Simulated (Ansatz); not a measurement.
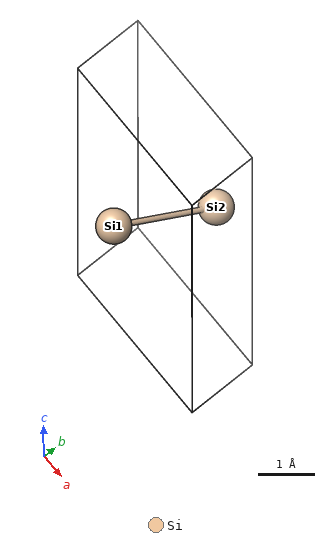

The input geometry of run 1 (ball-and-stick view of the reduced cell, seen slightly off an axis; atoms are numbered from 1 in the order of the input).

**From Si to C**

System: Si (2 atoms in the cell).
Method of run 1: DFT PBE+D3(BJ), scalar-relativistic, plane waves, PAW, no spin polarisation (Ansatz 0.2.0).
System of run 2: C (C2/m, 2 atoms in the cell).

On run 1: The structure was made by swapping elements on the sites of another compound; it need not be a known phase. On run 2: The structure derives from a Materials Project entry. Text and figures count atoms from 1; the logs count them from 0 in places.

### The input, run 1
```yaml
crystal:
  lattice:
    - [3.319176947, -1.9165131656, -0.0217876258]
    - [3.319176947, 1.9165131656, -0.0217876258]
    - [-2.1979461067, 0.0, 3.1455809008]
  atoms:
    - { symbol: Si, position: [0.8750740409, 0.8750740409, 0.1250491402] }
    - { symbol: Si, position: [0.1249259591, 0.1249259591, 0.8749508598] }
basis:
  ecutwfc: 420
kpoints:
  mp_grid: { grid: [12, 12, 12] }
hamiltonian:
  xc: pbe
  dispersion: d3bj
scf:
  occupations: { method: gaussian, width: 0.02 }
output:
  forces: true
  stress: true
  eigenvalues: true
relax:
  adjacent_minimum: "off"
  f_tol: 0.01
  max_steps: 60
  cell: { stress_tol: 0.1 }
```

Command:
```bash
ansatz run input.yaml --threads 1 --pin off --max-ram 2560MiB --backend cpu --events-out ev --progress --plain --runs-dir out
```

Hardware: 1 thread of Intel Xeon (Granite Rapids), 128 GiB of memory available, shared host.

### Output, shortened to warnings, some set-up lines, iterations and results (run 1)
```
Basis set: ecut = 420 eV, 749 PW (Γ), exchange–correlation on 54×54×54 points (8 copies of the dense FFT grid, shifted against one another)
Symmetry: 4 space group operations
k-points: 476 of 1728
Initial density: superposition of atomic densities (neutral atoms: chi_scale 0, normalization atom), corrected by the library's trained network
[...]
SCF iter   1: F=—  HF=-1272.243061 eV  |F-HF|=—  |Δ(HF+E_count)|=         —  Δρ=1.13e-3  dr2=2.66e-4  ethr=1.77e-3  ⟨swp⟩=6.3  Hψ=34830  notcnv=0
SCF iter   2: F=—  HF=-1272.243430 eV  |F-HF|=—  |Δ(HF+E_count)|=   3.68e-4  Δρ=4.78e-4  dr2=4.58e-5  ethr=3.33e-6  ⟨swp⟩=2.2  Hψ=10042  notcnv=0
SCF iter   3: F=—  HF=-1272.243477 eV  |F-HF|=—  |Δ(HF+E_count)|=   4.75e-5  Δρ=9.04e-5  dr2=2.12e-6  ethr=5.72e-7  ⟨swp⟩=2.2  Hψ=5823  notcnv=0
SCF iter   4: F=—  HF=-1272.243478 eV  |F-HF|=—  |Δ(HF+E_count)|=   1.04e-6  Δρ=2.36e-5  dr2=1.69e-7  ethr=2.64e-8  ⟨swp⟩=2.0  Hψ=5708  notcnv=0
SCF iter   5: F=-1272.243478 eV  HF=-1272.243478 eV  |F-HF|=7.91e-10  |Δ(HF+E_count)|=   2.85e-8  Δρ=2.57e-6  dr2=1.23e-9  ethr=2.11e-9  ⟨swp⟩=2.0  Hψ=5713  notcnv=0
[... 9 lines ...]
SCF iter   2: F=—  HF=-1272.243504 eV  |F-HF|=—  |Δ(HF+E_count)|=   2.53e-7  Δρ=6.10e-6  dr2=7.49e-9  ethr=3.62e-10  ⟨swp⟩=2.7  Hψ=5766  notcnv=0
SCF iter   3: F=—  HF=-1272.243504 eV  |F-HF|=—  |Δ(HF+E_count)|=   1.24e-8  Δρ=6.11e-7  dr2=1.74e-10  ethr=9.37e-11  ⟨swp⟩=2.1  Hψ=5757  notcnv=0
SCF iter   4: F=-1272.243504 eV  HF=-1272.243504 eV  |F-HF|=6.82e-13  |Δ(HF+E_count)|=  4.80e-11  Δρ=1.76e-7  dr2=8.39e-12  ethr=1.00e-12  ⟨swp⟩=4.4  Hψ=12589  notcnv=0
SCF 3 converged in 4 iterations: F = -1272.243504 eV  dr2 = 8.39e-12
relax step   3: F+E_penalty+E_count = -1272.24350385 eV  Δ(F+E_penalty+E_count) = -1.759e-6 eV  max|allowed force component| = 4.830e-3 eV/Å  Δτ_max = 0.0000 Å  P = +0.001 …
basis re-selected at this cell: Δ(F+E_penalty+E_count) = -1.759e-6 eV, ΔP = +0.000 GPa vs the last step (what re-selecting the basis moved, of the pressure what is left beyond the Pulay correction that the steps carried, after the strain that the cell walked since its last selection, with what the …
SCF converged after 4 iterations
Free energy (F): -1272.243504 eV
Harris-Foulkes:  -1272.243504 eV  (|F-HF|=6.82e-13)
Internal energy: -1272.243504 eV  (E = F + TS)
E sigma→0 (E₀):  -1272.243504 eV
Fermi energy:    6.564836 eV
--- Per-component energies (eV) ---
  E_band       = 9.634615
  E_kinetic    = 81.016191
  E_local      = -54.511173  (includes V_loc(G=0)·N_el)
  E_nonlocal   = 52.096566
  E_hartree    = 14.852125
  E_xc         = -110.513025
  E_vxc        = -93.665224  (∫ρ·V_xc dr)
  E_paw        = -1025.631943  (= ΣΔE_a)
  E_vpaw       = -5.006000  (= ΣTr[D̂ρ^β])
  E_aug_tail   = 0.000012  (compensation charges beyond the density's cutoff)
  E_ewald      = -228.920612
  E_disp       = -0.631645  (pairwise vdW)
  E_smearing   = -0.000000  (= −TS)
  E_closure    = -0.000000  (closes the sum)
  Σ components = -1272.243504   (vs F -1272.243504, Δ=0.00e0)
--- Forces (eV/Å), atoms counted from 1 ---
  atom   1  Si     0.00483033     0.00000000     0.00305483
  atom   2  Si    -0.00483033     0.00000000    -0.00305483
  max |Σ_I F_I| component: 4.34e-19 eV/Å
--- Stress (GPa, compression-positive) ---
       -0.005495       0.000000      -0.015586
        0.000000       0.009617       0.000000
       -0.015585       0.000000      -0.001044
  P = ⅓ Tr σ = 0.0010 GPa (0.010 kbar)
--- Relaxed structure (2 steps of the walk, 2 accepted, 1 SCFs on fresh bases) ---
  F+E_penalty+E_count = -1272.24350385 eV   max|allowed force component| = 4.830e-3 eV/Å   (the final SCF, on the basis selected at the relaxed cell)
  cell:  # Å, volume = 39.8376 Å³
    - [3.3200379563130924, -1.9168152158351441, -0.018064448899972996]
    - [3.3200379563130924, 1.9168152158351441, -0.018064448899972996]
    - [-2.195011920451198, 5.978621477289547e-19, 3.141908232424544]
  atoms:
    - { symbol: Si, position: [0.8749449411983475, 0.8749449411983475, 0.1249526160109853] }
    - { symbol: Si, position: [0.12505505880165227, 0.12505505880165227, 0.8750473839890146] }
```

The input of run 2 differs as follows (lines with − go, lines with + come):
```diff
-    - [3.319176947, -1.9165131656, -0.0217876258]
-    - [3.319176947, 1.9165131656, -0.0217876258]
-    - [-2.1979461067, 0.0, 3.1455809008]
+    - [2.1273203072, -1.22828244, 0.0]
+    - [2.1273203072, 1.22828244, 0.0]
+    - [-1.3790696309, 0.0, 3.5028300786]
-    - { symbol: Si, position: [0.8750740409, 0.8750740409, 0.1250491402] }
-    - { symbol: Si, position: [0.1249259591, 0.1249259591, 0.8749508598] }
+    - { symbol: C, position: [0.83335553, 0.83335553, 9.304e-05] }
+    - { symbol: C, position: [0.16664447, 0.16664447, 0.99990696] }
-  mp_grid: { grid: [12, 12, 12] }
+  mp_grid: { grid: [14, 14, 8] }
-  f_tol: 0.01
-  max_steps: 60
-  cell: { stress_tol: 0.1 }
+  f_tol: 0.005
+  max_steps: 80
+  cell: { stress_tol: 0.05 }
```

What does this change do to the results?

The total energies belong to different systems, so their difference says nothing on which is more stable or more accurate. The gap on the mesh goes from 0.56 to 0.69 eV. The volume per atom goes from 19.92 to 8.88 Å³. The SCF takes 61 iterations over all geometry steps against 13. The irreducible k-points go from 476 to 429. On the same kind of shared host run 2 took about 1.6 times as long.

### Output, shortened to warnings, some set-up lines, iterations and results (run 2)
```
Basis set: ecut = 420 eV, 359 PW (Γ), exchange–correlation on 36×36×54 points (8 copies of the dense FFT grid, shifted against one another)
Symmetry: 4 space group operations
k-points: 429 of 1568
Initial density: superposition of atomic densities (neutral atoms: chi_scale 0, normalization atom), corrected by the library's trained network
[...]
SCF iter   1: F=—  HF=-502.166415 eV  |F-HF|=—  |Δ(HF+E_count)|=         —  Δρ=2.58e-3  dr2=1.35e-3  ethr=1.77e-3  ⟨swp⟩=4.9  Hψ=23252  notcnv=0
SCF iter   2: F=—  HF=-502.166587 eV  |F-HF|=—  |Δ(HF+E_count)|=   1.72e-4  Δρ=1.11e-3  dr2=1.51e-4  ethr=1.69e-5  ⟨swp⟩=2.7  Hψ=9729  notcnv=0
SCF iter   3: F=—  HF=-502.166676 eV  |F-HF|=—  |Δ(HF+E_count)|=   8.91e-5  Δρ=2.38e-4  dr2=2.74e-6  ethr=1.89e-6  ⟨swp⟩=2.1  Hψ=6205  notcnv=0
SCF iter   4: F=—  HF=-502.166677 eV  |F-HF|=—  |Δ(HF+E_count)|=   1.50e-6  Δρ=5.14e-5  dr2=2.46e-7  ethr=3.43e-8  ⟨swp⟩=2.0  Hψ=5039  notcnv=0
SCF iter   5: F=-502.166678 eV  HF=-502.166678 eV  |F-HF|=2.10e-9  |Δ(HF+E_count)|=   2.84e-7  Δρ=5.12e-6  dr2=1.94e-9  ethr=3.08e-9  ⟨swp⟩=2.3  Hψ=4995  notcnv=0
[... 71 lines ...]
SCF iter   4: F=—  HF=-502.170751 eV  |F-HF|=—  |Δ(HF+E_count)|=  4.77e-12  Δρ=4.34e-7  dr2=2.89e-11  ethr=2.20e-12  ⟨swp⟩=1.9  Hψ=4315  notcnv=0
SCF iter   5: F=-502.170751 eV  HF=-502.170751 eV  |F-HF|=2.27e-13  |Δ(HF+E_count)|=  1.36e-12  Δρ=1.81e-8  dr2=7.54e-14  ethr=1.00e-12  ⟨swp⟩=2.0  Hψ=4723  notcnv=0
SCF iter   6: F=-502.170751 eV  HF=-502.170751 eV  |F-HF|=1.14e-13  |Δ(HF+E_count)|=  1.14e-13  Δρ=5.55e-9  dr2=7.13e-15  ethr=1.00e-12  ⟨swp⟩=3.3  Hψ=11969  notcnv=0
SCF 10 converged in 6 iterations: F = -502.170751 eV  dr2 = 7.13e-15
relax step  10: F+E_penalty+E_count = -502.17075056 eV  Δ(F+E_penalty+E_count) = +1.258e-4 eV  max|allowed force component| = 1.655e-4 eV/Å  Δτ_max = 0.0000 Å  P = -0.003 GPa …
basis re-selected at this cell: Δ(F+E_penalty+E_count) = +1.258e-4 eV, ΔP = -0.003 GPa vs the last step (what re-selecting the basis moved, of the pressure what is left beyond the Pulay correction that the steps carried, after the strain that the cell walked since its last selection, with what the …
SCF converged after 6 iterations
Free energy (F): -502.170751 eV
Harris-Foulkes:  -502.170751 eV  (|F-HF|=1.14e-13)
Internal energy: -502.170751 eV  (E = F + TS)
E sigma→0 (E₀):  -502.170751 eV
Fermi energy:    6.987180 eV
--- Per-component energies (eV) ---
  E_band       = -17.654055
  E_kinetic    = 181.890728
  E_local      = -308.473498  (includes V_loc(G=0)·N_el)
  E_nonlocal   = 54.611982
  E_hartree    = 93.421052
  E_xc         = -96.038304
  E_vxc        = -118.915053  (∫ρ·V_xc dr)
  E_paw        = -198.690746  (= ΣΔE_a)
  E_vpaw       = -13.610335  (= ΣTr[D̂ρ^β])
  E_aug_tail   = 0.000015  (compensation charges beyond the density's cutoff)
  E_ewald      = -228.581343
  E_disp       = -0.310636  (pairwise vdW)
  E_smearing   = -0.000000  (= −TS)
  E_closure    = -0.000000  (closes the sum)
  Σ components = -502.170751   (vs F -502.170751, Δ=0.00e0)
--- Forces (eV/Å), atoms counted from 1 ---
  atom   1  C      0.00000458    -0.00000000     0.00016549
  atom   2  C     -0.00000458     0.00000000    -0.00016549
  max |Σ_I F_I| component: 0.00e0 eV/Å
--- Stress (GPa, compression-positive) ---
       -0.000165      -0.000000      -0.006085
       -0.000000       0.002306      -0.000000
       -0.006084      -0.000000      -0.012282
  P = ⅓ Tr σ = -0.0034 GPa (-0.034 kbar)
--- Relaxed structure (7 steps of the walk, 7 accepted, 3 SCFs on fresh bases) ---
  F+E_penalty+E_count = -502.17075056 eV   max|allowed force component| = 1.655e-4 eV/Å   (the final SCF, on the basis selected at the relaxed cell)
  cell:  # Å, volume = 17.7533 Å³
    - [2.1346751579229886, -1.2324617112527632, -0.010791559738051047]
    - [2.1346751579229886, 1.2324617112527632, -0.010791559738051067]
    - [-1.40160683470286, -2.7035210995541104e-17, 3.3810743124345985]
  atoms:
    - { symbol: C, position: [0.8333715329738695, 0.8333715329738695, 0.00011405930067522572] }
    - { symbol: C, position: [0.16662846702613032, 0.16662846702613032, 0.9998859406993248] }
```

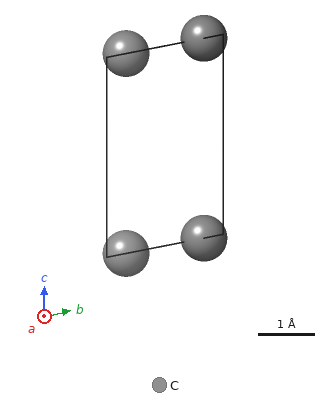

The input structure of run 2 (ball-and-stick view of the reduced cell, along the a axis).

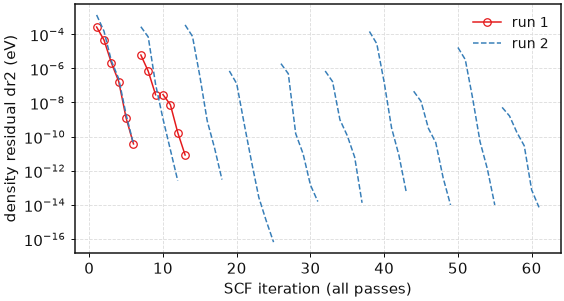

Convergence of the two runs: density residual dr2 against the SCF iteration. A break in a curve parts two SCF passes. Run 1 takes 13 iterations in all, and run 2 takes 61.

### The two runs side by side

```csv
quantity,run 1,run 2
outcome,converged,converged
free energy per atom (eV),−636.1218,−251.0854
gap on the mesh (eV),0.56,0.69
pressure (GPa),0.00,0.00
volume per atom (Å³),19.92,8.88
largest force (eV/Å),0.006,0.000
SCF iterations,13,61
irreducible k-points,476,429
wall time (shared host),14 s,22 s
```
